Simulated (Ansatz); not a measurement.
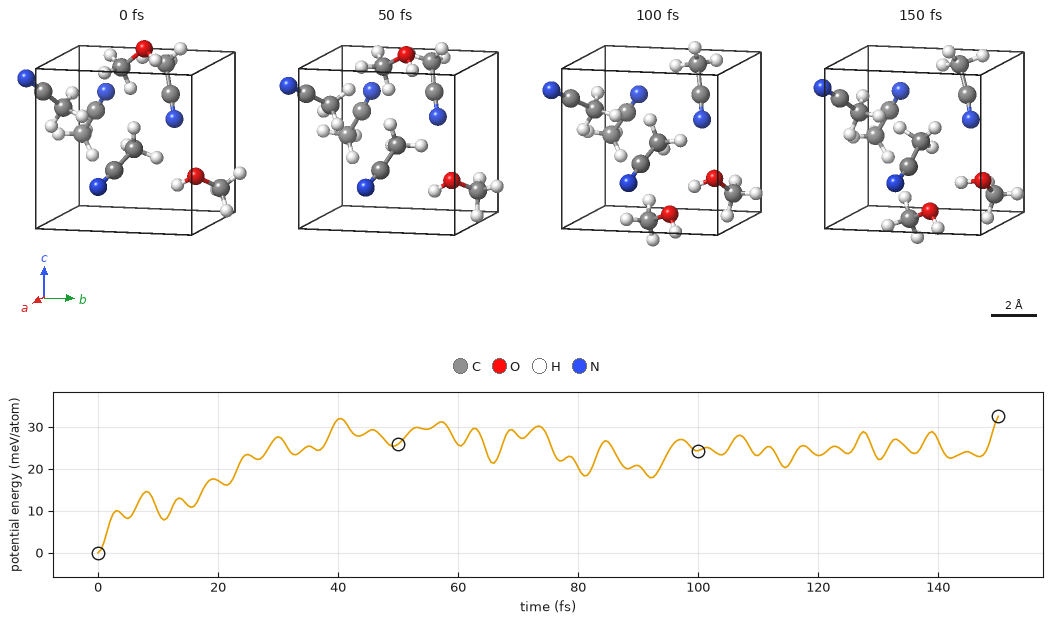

A Born-Oppenheimer molecular dynamics run of a periodic cell with 2 CH3OH + 4 CH3CN at 0.983 g/cm³, 150 fs long. Frames and the history of the run. Style: ball-and-stick. Shown: the simulation cell, slightly off an axis. Atoms that leave the cell re-enter on the other side.

Method: DFT PBE-D3(BJ), scalar-relativistic, plane waves, PAW in Ansatz. Run with plane-wave cutoff 420 eV; k-point mesh 1 × 1 × 1; Fermi-Dirac smearing 0.02 eV; Langevin thermostat (NVT); set temperature 250 K; time step 0.5 fs; friction 0.02 per fs.

Input
```yaml
crystal:
  lattice:
    - [7.278563, 0.0, 0.0]
    - [0.0, 7.278563, 0.0]
    - [0.0, 0.0, 7.278563]
  atoms:
    - { symbol: C, position: [0.47593645, 1.03746705, 0.21687344] }
    - { symbol: O, position: [0.59880021, 0.91259229, 0.30294795] }
    - { symbol: H, position: [0.45304988, 1.15465081, 0.31117351] }
    - { symbol: H, position: [0.58694406, 0.79173983, 0.24207643] }
    - { symbol: H, position: [0.53340194, 1.0921601, 0.08611658] }
    - { symbol: H, position: [0.34126818, 0.97330006, 0.18695594] }
    - { symbol: C, position: [0.67448964, 0.45605965, 0.97633729] }
    - { symbol: O, position: [0.68819439, 0.60661618, 1.10048943] }
    - { symbol: H, position: [0.57666933, 0.35799129, 1.03527082] }
    - { symbol: H, position: [0.76710804, 0.7013651, 1.04333246] }
    - { symbol: H, position: [0.62213835, 0.49947152, 0.84057143] }
    - { symbol: H, position: [0.80765406, 0.38532669, 0.95909486] }
    - { symbol: C, position: [0.04971046, 0.03163218, 0.45568552] }
    - { symbol: C, position: [0.11294982, 0.13593797, 0.61343687] }
    - { symbol: "N", position: [0.16715941, 0.21639226, 0.74135206] }
    - { symbol: H, position: [0.08472975, 0.10612265, 0.32942947] }
    - { symbol: H, position: [0.11732709, -0.10325771, 0.45754091] }
    - { symbol: H, position: [-0.10073465, 0.01410763, 0.45767137] }
    - { symbol: C, position: [0.84688901, 0.58449723, 0.49690166] }
    - { symbol: C, position: [0.98029789, 0.49536347, 0.37923102] }
    - { symbol: "N", position: [1.08918971, 0.4227424, 0.2874752] }
    - { symbol: H, position: [0.81241344, 0.72153438, 0.44235557] }
    - { symbol: H, position: [0.71876348, 0.50447279, 0.49990824] }
    - { symbol: H, position: [0.90226558, 0.59986417, 0.6370161] }
    - { symbol: C, position: [0.60375239, 1.06380595, 0.69952691] }
    - { symbol: C, position: [0.73628855, 0.97103143, 0.81562363] }
    - { symbol: "N", position: [0.84123162, 0.89208171, 0.90918307] }
    - { symbol: H, position: [0.65789894, 1.19975966, 0.6580945] }
    - { symbol: H, position: [0.57615709, 0.97938283, 0.57596846] }
    - { symbol: H, position: [0.47283481, 1.08435012, 0.77283902] }
    - { symbol: C, position: [0.21733647, 0.61412986, 0.94069785] }
    - { symbol: C, position: [0.28587177, 0.66383089, 0.76081577] }
    - { symbol: "N", position: [0.34047273, 0.70312463, 0.61546859] }
    - { symbol: H, position: [0.25425973, 0.71879987, 1.04299247] }
    - { symbol: H, position: [0.06699225, 0.60301627, 0.93780358] }
    - { symbol: H, position: [0.27182615, 0.4798504, 0.98254681] }
basis:
  ecutwfc: 420.0
kpoints:
  mp_grid: { grid: [1, 1, 1] }
hamiltonian:
  xc: pbe
  dispersion: d3bj
scf:
  occupations: { method: fermi_dirac, width: 0.02 }
  lower_state_search: "off"
md:
  timestep: 0.5
  n_steps: 300
  ensemble: nvt_langevin
  temperature: 250.0
  initial_velocities: maxwell_boltzmann
  seed: 410688
  friction: 0.02
```

Launched with:
```bash
ansatz run input.yaml --threads 1 --pin off --max-ram 3072MiB --backend cpu --events-out ev --progress --plain --runs-dir out
```

Q: What do the frames and curves show?

A: Root-mean-square distances from the starting positions over the second half, with the common drift of all atoms taken out: H 0.77 Å, O 0.41 Å, N 0.36 Å, C 0.36 Å. The heavy atoms stay within a fraction of a molecule's size of their starting places, while the hydrogen atoms travel further, as molecules turn; so short a run doesn't tell a liquid from a solid. Over the second half the temperature averages 234 K (spread ±28 K). The potential energy in the second half lies on average 24.1 meV per atom above the first frame.

Limits of the set-up: the periodic images lie only 7.3 Å apart, so the values are limited by the cell's size.
